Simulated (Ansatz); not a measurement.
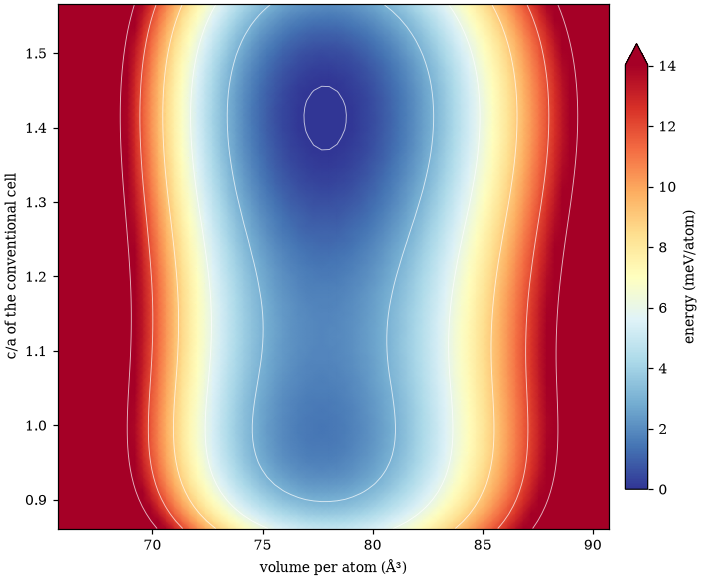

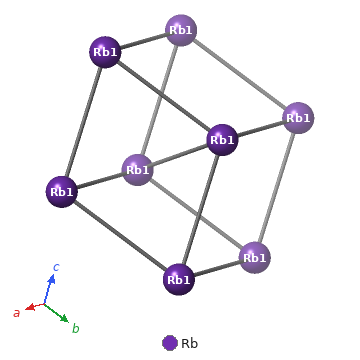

Energy landscape of Rb (Im-3m, No. 229; 1 atom in the cell). The energy is mapped over volume and the cell's shape. The first coordinate is: volume per atom; the second: c/a of the conventional cell. Nothing is relaxed (symmetry fixes all fractional coordinates). The grid has 7 × 9 points. Points are written as (first, second). Energies are in meV/atom, from the lowest grid point. Method: DFT LDA, scalar-relativistic, plane waves, PAW (Ansatz 0.2.0). Settings: cutoff 420 eV, k-mesh 14×14×14, gaussian smearing 0.15 eV, no spin polarisation.

Drawn: a smooth colour map with a few white contour lines, one colour for all values above the top of the scale. Between grid points the surface is interpolated. The second picture is the structure at the lowest point

What does the map say about the system?

Answer. The lowest grid point is at (78.2 Å³, 1.453). The highest grid point, (65.7 Å³, 0.861), lies 32.9 meV/atom above the lowest.

Each point was launched as `ansatz run input.yaml --threads 1 --pin off --max-ram 2048MiB --backend cpu --events-out ev --progress --plain --runs-dir out`. The whole map (63 points run) took 5.8 min on 1 thread of Intel(R) Xeon(R) Platinum 8488C (Sapphire Rapids) (shared host).
